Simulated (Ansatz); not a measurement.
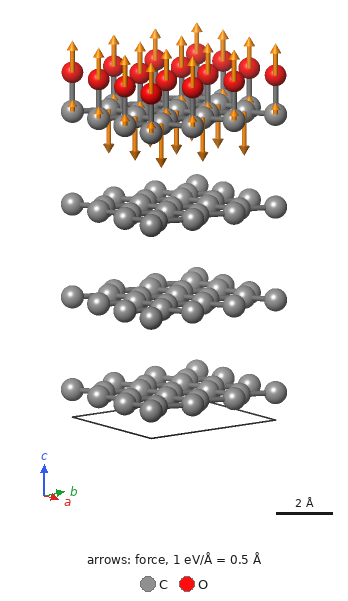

Starting geometry of a slab of composition C$_{8}$O (cut from the P6_3/mmc phase) with the computed forces as orange arrows. A ball-and-stick model of the 3 × 3 repeat of the cell, outlined in the plane, without the vacuum, seen slightly off an axis.

Case: O put at a top C site. The slab is the (0 0 1) face of C with O on it. 4 atoms are held fixed.

Computed with DFT PBE+D3(BJ), scalar-relativistic, plane waves, PAW in Ansatz. (plane-wave cutoff 420 eV; k-point mesh 12 × 12 × 1; occupations gaussian; smearing width 0.1 eV; no spin polarisation; dipole correction; atoms relaxed in a fixed cell; force threshold 0.03 eV/Å; at most 70 steps)

Q: Is this structure relaxed? If not, where do the atoms go?

A: It isn't relaxed: the largest force vector, on a C atom, is 3.21 eV/Å. The final displacements follow the starting forces only in part (cosine between the two patterns 0.82). Over 8 accepted moves (10 points after the start) the energy falls by 0.515 eV per cell of the calculation. Largest force component: 3.2 eV/Å at the start, 0.0057 eV/Å at the end. The line search rejected the trial step at point 4 of the run. 1 step only repeated the SCF at the same geometry. A C atom moves most: 0.22 Å along the normal (+c). By element the largest moves are C 0.22 Å, O 0.18 Å. The cell doesn't change. Among the contacts that change: C–C 1.423 → 1.467 Å, C–O 1.420 → 1.384 Å. Among the angles between lasting bonds that change: C–C–O 90.0° → 104.0°, C–C–C 120.0° → 114.3°. Cost: 60 s on 2 threads of Arm Neoverse V2 (shared host), peak memory 0.4 GiB.

Limits of the set-up: the periodic images lie only 2.5 Å apart, so the values are limited by the cell's size.
